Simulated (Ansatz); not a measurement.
**Rh: elastic-constant calculation (part 1 of 2)**

System: Rh (Fm-3m, 1 atom in the cell).
Method: DFT PBEsol, scalar-relativistic, plane waves, PAW, no spin polarisation (Ansatz 0.2.0).

The structure derives from an entry of the Crystallography Open Database. It belongs to a series of runs on one base structure; here: elastic constants, atoms relaxed.

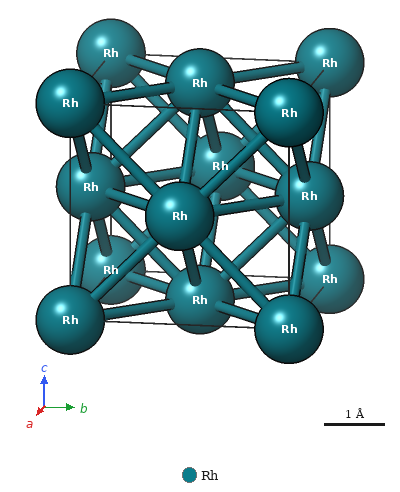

The structure as given in the input (ball-and-stick view of the cell 4 times as large as that of the calculation, set on its symmetry axes, seen slightly off an axis).

### Results in brief

| quantity | value |
| --- | --- |
| outcome | converged |
| space group (tolerance 0.01 Å) | Fm-3m (225) |
| electrons treated | 17 |
| free energy | −6338.7873 eV |
| Fermi energy | 23.332 eV |
| gap on the k-point mesh | none (metallic) |
| pressure | 6.99 GPa |
| bulk modulus (Hill) | 325.0 GPa |
| shear modulus (Hill) | 181.2 GPa |
| largest force (length of the vector) | under 0.001 eV/Å |
| elastic stability | stable |
| hardware | 1 thread of AMD EPYC (Zen 3), 32 GiB of memory available, shared host |
| wall time | 74 s |
| peak memory | 0.54 GiB |

Results for this metal are sensitive to the k-point mesh. The cell is under a pressure of 7.0 GPa at this level, so it is not at its equilibrium volume.

### Input file
```yaml
crystal:
  lattice:
    - [0.0, 1.8777731661, 1.8777731661]
    - [1.8777731661, 0.0, 1.8777731661]
    - [1.8777731661, 1.8777731661, 0.0]
  atoms:
    - { symbol: Rh, position: [0.0, 0.0, 0.0] }
basis:
  ecutwfc: 420
kpoints:
  mp_grid: { grid: [20, 20, 20] }
hamiltonian:
  xc: pbesol
scf:
  occupations: { method: fermi_dirac, width: 0.15 }
output:
  forces: true
  stress: true
  eigenvalues: true
elastic:
  mode: relaxed_ion
  amplitude: 0.005
```

Launched with:
```bash
ansatz run input.yaml --threads 1 --pin off --max-ram 3072MiB --backend cpu --events-out ev --progress --plain --runs-dir out
```

### Log
```
Engine: ansatz 0.2.0, x86_64-unknown-linux-gnu
Pseudopotentials: kind: paw
Pseudopotential: Rh, paw, valence charge 17, recommended cutoff 420 eV (normal), Rh.paw.azcp
Functional definition: PBEsol
  exchange = pbesol_x
  correlation = pbesol_c
Crystal: 1 atoms, lattice volume = 13.242 Å³
Basis set: ecut = 420 eV, 259 PW (Γ), exchange–correlation on 36×36×36 points (8 copies of the dense FFT grid, shifted against one another)
Bands: 13, of which v1, the nominal top of the filled ones, is band 9 counted from 1 (8 counted from 0)
Symmetry: 48 space group operations
Space group: Fm-3m (ITA 225), of the structure as read, at distance tolerance 2.4e-5 Å
k-points: 256 of 8000
Non-local potential: Rh, projectors of the file, l = 0: 3, l = 1: 2, l = 2: 2, l = 3: 1
PAW form: soft (Blöchl's): semilocal exchange-correlation on the pseudo side does not see the compensation charge
PAW frozen core: Rh, regenerated for the run's functional, and the local potential with it (the file was generated under x = pbe(κ = 0.804, μ = 0.2195149727645171), c = pbe(β = 0.06672455060314922))
PAW one-centre angular grid: Rh, 590 points (default); XC on 64 Gauss nodes
Initial density: superposition of atomic densities (neutral atoms: chi_scale 0, normalization atom), corrected by the library's trained network
Initial wavefunctions: pseudopotential atomic-orbital guess
Functional: x = pbesol(κ = 0.804, μ = 0.12345679012345678), c = pbesol(β = 0.046)
SCF iter   1: F=—  HF=-6338.789848 eV  |F-HF|=—  |Δ(HF+E_count)|=         —  Δρ=9.36e-3  dr2=8.49e-3  ethr=1.77e-3  ⟨swp⟩=4.8  Hψ=18049  notcnv=0
preconditioner: auto → none  [metal: Δε(μ)=0.027 eV  Ē_g=14.345 eV  σ=0.150 eV  W_gap=0.04  n_scr=0 (ndim 8)  ℏωp=30.6 eV  f_vac=0.000  D(μ)=1.25/eV (n_scr^D=14)]
SCF iter   2: F=—  HF=-6338.787500 eV  |F-HF|=—  |Δ(HF+E_count)|=   2.35e-3  Δρ=3.62e-3  dr2=8.67e-4  ethr=4.99e-5  ⟨swp⟩=2.7  Hψ=7131  notcnv=0
SCF iter   3: F=—  HF=-6338.787267 eV  |F-HF|=—  |Δ(HF+E_count)|=   2.33e-4  Δρ=1.55e-3  dr2=5.53e-5  ethr=5.10e-6  ⟨swp⟩=2.4  Hψ=4962  notcnv=0
SCF iter   4: F=—  HF=-6338.787264 eV  |F-HF|=—  |Δ(HF+E_count)|=   2.05e-6  Δρ=8.88e-5  dr2=3.19e-7  ethr=3.25e-7  ⟨swp⟩=2.0  Hψ=5457  notcnv=0
SCF iter   5: F=—  HF=-6338.787267 eV  |F-HF|=—  |Δ(HF+E_count)|=   2.03e-6  Δρ=2.00e-5  dr2=9.26e-9  ethr=1.88e-9  ⟨swp⟩=2.0  Hψ=5491  notcnv=0
SCF iter   6: F=—  HF=-6338.787267 eV  |F-HF|=—  |Δ(HF+E_count)|=   3.67e-9  Δρ=4.20e-6  dr2=4.81e-10  ethr=5.45e-11  ⟨swp⟩=2.0  Hψ=4576  notcnv=0
SCF iter   7: F=—  HF=-6338.787267 eV  |F-HF|=—  |Δ(HF+E_count)|=  1.09e-10  Δρ=1.57e-7  dr2=2.12e-12  ethr=2.83e-12  ⟨swp⟩=2.0  Hψ=3580  notcnv=0
SCF iter   8: F=-6338.787267 eV  HF=-6338.787267 eV  |F-HF|=9.09e-13  |Δ(HF+E_count)|=  9.09e-13  Δρ=2.79e-8  dr2=7.56e-14  ethr=1.00e-12  ⟨swp⟩=4.9  Hψ=11598  notcnv=0
SCF 1 converged in 8 iterations: F = -6338.787267 eV  dr2 = 7.56e-14
  greatest PAW one-centre occupation: 1.000 electrons in one spin orbital (limit 2), on the Rh atom at site 0 (counted from 0), in its partial waves of l = 0
Crystal: 1 atoms, lattice volume = 13.110 Å³
Symmetry: 16 space group operations
k-points: 641 of 8000
Initial density: handed on by an earlier stage of this run
Initial wavefunctions: those handed on with the density
iter 1 solved again at ethr=8.83e-7 eV; its pass at ethr=3.10e-3 eV (dr2=1.50e-4 eV) is discarded
SCF iter   1: F=—  HF=-6338.779392 eV  |F-HF|=—  |Δ(HF+E_count)|=         —  Δρ=1.23e-3  dr2=1.13e-4  ethr=8.83e-7  ⟨swp⟩=2.0  Hψ=58338  notcnv=0
preconditioner: auto → none  [metal: Δε(μ)=0.010 eV  Ē_g=14.480 eV  σ=0.150 eV  W_gap=0.02  n_scr=0 (ndim 8)  ℏωp=30.8 eV  f_vac=0.000  D(μ)=1.24/eV (n_scr^D=14)]
SCF iter   2: F=—  HF=-6338.779370 eV  |F-HF|=—  |Δ(HF+E_count)|=   2.19e-5  Δρ=5.81e-4  dr2=1.28e-5  ethr=6.64e-7  ⟨swp⟩=2.2  Hψ=11533  notcnv=0
SCF iter   3: F=—  HF=-6338.779370 eV  |F-HF|=—  |Δ(HF+E_count)|=   3.31e-7  Δρ=2.71e-4  dr2=2.12e-6  ethr=7.54e-8  ⟨swp⟩=2.7  Hψ=13297  notcnv=0
SCF iter   4: F=—  HF=-6338.779370 eV  |F-HF|=—  |Δ(HF+E_count)|=   4.72e-7  Δρ=6.90e-5  dr2=1.47e-7  ethr=1.25e-8  ⟨swp⟩=1.0  Hψ=8333  notcnv=0
SCF iter   5: F=—  HF=-6338.779370 eV  |F-HF|=—  |Δ(HF+E_count)|=   3.83e-8  Δρ=9.69e-6  dr2=2.58e-9  ethr=8.67e-10  ⟨swp⟩=2.0  Hψ=12350  notcnv=0
SCF iter   6: F=—  HF=-6338.779370 eV  |F-HF|=—  |Δ(HF+E_count)|=   2.00e-9  Δρ=7.41e-7  dr2=1.83e-11  ethr=1.52e-11  ⟨swp⟩=2.0  Hψ=13676  notcnv=0
SCF iter   7: F=—  HF=-6338.779370 eV  |F-HF|=—  |Δ(HF+E_count)|=  9.09e-13  Δρ=1.35e-7  dr2=8.42e-13  ethr=1.08e-13 (applied; sched 1.00e-12)  ⟨swp⟩=1.6  Hψ=10268  notcnv=0
SCF iter   8: F=-6338.779370 eV  HF=-6338.779370 eV  |F-HF|=3.64e-12  |Δ(HF+E_count)|=  9.09e-13  Δρ=4.51e-9  dr2=1.29e-15  ethr=1.00e-12  ⟨swp⟩=4.0  Hψ=27976  notcnv=0
SCF 2 converged in 8 iterations: F = -6338.779370 eV  dr2 = 1.29e-15
Crystal: 1 atoms, lattice volume = 13.375 Å³
Basis set: ecut = 420 eV, 267 PW (Γ), exchange–correlation on 36×36×36 points (8 copies of the dense FFT grid, shifted against one another)
iter 1 solved again at ethr=3.60e-9 eV; its pass at ethr=3.10e-3 eV (dr2=6.12e-7 eV) is discarded
SCF iter   1: F=—  HF=-6338.791010 eV  |F-HF|=—  |Δ(HF+E_count)|=         —  Δρ=1.86e-4  dr2=6.29e-7  ethr=3.60e-9  ⟨swp⟩=2.2  Hψ=54882  notcnv=0
preconditioner: auto → none  [metal: Δε(μ)=0.006 eV  Ē_g=14.255 eV  σ=0.150 eV  W_gap=0.01  n_scr=0 (ndim 8)  ℏωp=30.5 eV  f_vac=0.000  D(μ)=1.28/eV (n_scr^D=14)]
SCF iter   2: F=—  HF=-6338.791012 eV  |F-HF|=—  |Δ(HF+E_count)|=   2.05e-6  Δρ=8.91e-5  dr2=7.90e-8  ethr=3.60e-9  ⟨swp⟩=2.3  Hψ=11943  notcnv=0
SCF iter   3: F=—  HF=-6338.791012 eV  |F-HF|=—  |Δ(HF+E_count)|=   1.90e-7  Δρ=4.97e-5  dr2=1.43e-8  ethr=4.65e-10  ⟨swp⟩=2.6  Hψ=12626  notcnv=0
SCF iter   4: F=—  HF=-6338.791012 eV  |F-HF|=—  |Δ(HF+E_count)|=   8.73e-8  Δρ=1.74e-5  dr2=1.78e-9  ethr=8.44e-11  ⟨swp⟩=1.0  Hψ=8333  notcnv=0
SCF iter   5: F=—  HF=-6338.791012 eV  |F-HF|=—  |Δ(HF+E_count)|=   1.17e-8  Δρ=2.99e-6  dr2=5.34e-11  ethr=1.05e-11  ⟨swp⟩=1.0  Hψ=8333  notcnv=0
SCF iter   6: F=—  HF=-6338.791012 eV  |F-HF|=—  |Δ(HF+E_count)|=  3.57e-10  Δρ=2.60e-7  dr2=4.10e-13  ethr=3.14e-13 (applied; sched 1.00e-12)  ⟨swp⟩=1.0  Hψ=8333  notcnv=0
SCF iter   7: F=-6338.791012 eV  HF=-6338.791012 eV  |F-HF|=1.82e-12  |Δ(HF+E_count)|=  3.64e-12  Δρ=1.22e-8  dr2=2.05e-15  ethr=1.00e-12  ⟨swp⟩=4.0  Hψ=27911  notcnv=0
SCF 3 converged in 7 iterations: F = -6338.791012 eV  dr2 = 2.05e-15
Crystal: 1 atoms, lattice volume = 13.308 Å³
SCF iter   1: F=—  HF=-6338.789640 eV  |F-HF|=—  |Δ(HF+E_count)|=         —  Δρ=9.30e-7  dr2=1.75e-11  ethr=1.00e-12  ⟨swp⟩=8.9  Hψ=67910  notcnv=0
preconditioner: auto → none  [metal: Δε(μ)=0.005 eV  Ē_g=14.309 eV  σ=0.150 eV  W_gap=0.01  n_scr=0 (ndim 8)  ℏωp=30.5 eV  f_vac=0.000  D(μ)=1.27/eV (n_scr^D=14)]
SCF iter   2: F=—  HF=-6338.789640 eV  |F-HF|=—  |Δ(HF+E_count)|=  2.73e-11  Δρ=4.62e-7  dr2=3.18e-12  ethr=1.03e-13 (applied; sched 1.00e-12)  ⟨swp⟩=1.7  Hψ=15829  notcnv=0
SCF iter   3: F=—  HF=-6338.789640 eV  |F-HF|=—  |Δ(HF+E_count)|=  5.46e-12  Δρ=1.85e-7  dr2=7.51e-13  ethr=1.87e-14 (applied; sched 1.00e-12)  ⟨swp⟩=2.7  Hψ=14277  notcnv=0
SCF iter   4: F=-6338.789640 eV  HF=-6338.789640 eV  |F-HF|=0.00e0  |Δ(HF+E_count)|=    0.00e0  Δρ=8.99e-9  dr2=1.84e-15  ethr=1.00e-12  ⟨swp⟩=2.7  Hψ=29064  notcnv=0
SCF 4 converged in 4 iterations: F = -6338.789640 eV  dr2 = 1.84e-15
Crystal: 1 atoms, lattice volume = 13.176 Å³
SCF iter   1: F=—  HF=-6338.783854 eV  |F-HF|=—  |Δ(HF+E_count)|=         —  Δρ=7.09e-7  dr2=1.25e-11  ethr=1.00e-12  ⟨swp⟩=9.3  Hψ=69614  notcnv=0
preconditioner: auto → none  [metal: Δε(μ)=0.014 eV  Ē_g=14.422 eV  σ=0.150 eV  W_gap=0.02  n_scr=0 (ndim 8)  ℏωp=30.7 eV  f_vac=0.000  D(μ)=1.25/eV (n_scr^D=14)]
SCF iter   2: F=—  HF=-6338.783854 eV  |F-HF|=—  |Δ(HF+E_count)|=  9.09e-12  Δρ=3.33e-7  dr2=1.72e-12  ethr=7.35e-14 (applied; sched 1.00e-12)  ⟨swp⟩=2.5  Hψ=18445  notcnv=0
SCF iter   3: F=—  HF=-6338.783854 eV  |F-HF|=—  |Δ(HF+E_count)|=  1.82e-12  Δρ=1.65e-7  dr2=3.87e-13  ethr=1.01e-14 (applied; sched 1.00e-12)  ⟨swp⟩=2.6  Hψ=12015  notcnv=0
SCF iter   4: F=-6338.783854 eV  HF=-6338.783854 eV  |F-HF|=9.09e-13  |Δ(HF+E_count)|=  2.73e-12  Δρ=1.03e-8  dr2=2.90e-15  ethr=1.00e-12  ⟨swp⟩=4.0  Hψ=25201  notcnv=0
SCF 5 converged in 4 iterations: F = -6338.783854 eV  dr2 = 2.90e-15
Symmetry: 8 space group operations
k-points: 1166 of 8000
iter 1 solved again at ethr=3.04e-7 eV; its pass at ethr=3.10e-3 eV (dr2=5.16e-5 eV) is discarded
SCF iter   1: F=—  HF=-6338.786339 eV  |F-HF|=—  |Δ(HF+E_count)|=         —  Δρ=1.33e-3  dr2=4.27e-5  ethr=3.04e-7  ⟨swp⟩=2.5  Hψ=109385  notcnv=0
preconditioner: auto → none  [metal: Δε(μ)=0.000 eV  Ē_g=14.372 eV  σ=0.150 eV  W_gap=0.00  n_scr=0 (ndim 8)  ℏωp=30.6 eV  f_vac=0.000  D(μ)=1.26/eV (n_scr^D=14)]
SCF iter   2: F=—  HF=-6338.786333 eV  |F-HF|=—  |Δ(HF+E_count)|=   5.26e-6  Δρ=4.62e-4  dr2=4.49e-6  ethr=2.51e-7  ⟨swp⟩=1.0  Hψ=15158  notcnv=0
SCF iter   3: F=—  HF=-6338.786333 eV  |F-HF|=—  |Δ(HF+E_count)|=   2.54e-7  Δρ=1.03e-4  dr2=2.22e-7  ethr=2.64e-8  ⟨swp⟩=1.0  Hψ=15158  notcnv=0
SCF iter   4: F=—  HF=-6338.786333 eV  |F-HF|=—  |Δ(HF+E_count)|=   3.15e-7  Δρ=1.28e-5  dr2=1.51e-8  ethr=1.30e-9  ⟨swp⟩=2.0  Hψ=24375  notcnv=0
SCF iter   5: F=—  HF=-6338.786333 eV  |F-HF|=—  |Δ(HF+E_count)|=   4.06e-9  Δρ=4.21e-6  dr2=4.67e-10  ethr=8.91e-11  ⟨swp⟩=2.3  Hψ=22064  notcnv=0
SCF iter   6: F=—  HF=-6338.786333 eV  |F-HF|=—  |Δ(HF+E_count)|=  1.66e-10  Δρ=3.14e-7  dr2=4.09e-12  ethr=2.75e-12  ⟨swp⟩=1.8  Hψ=19950  notcnv=0
SCF iter   7: F=-6338.786333 eV  HF=-6338.786333 eV  |F-HF|=9.09e-13  |Δ(HF+E_count)|=    0.00e0  Δρ=3.29e-8  dr2=2.58e-14  ethr=1.00e-12  ⟨swp⟩=3.0  Hψ=61757  notcnv=0
SCF 6 converged in 7 iterations: F = -6338.786333 eV  dr2 = 2.58e-14
iter 1 solved again at ethr=1.87e-9 eV; its pass at ethr=3.10e-3 eV (dr2=3.18e-7 eV) is discarded
```
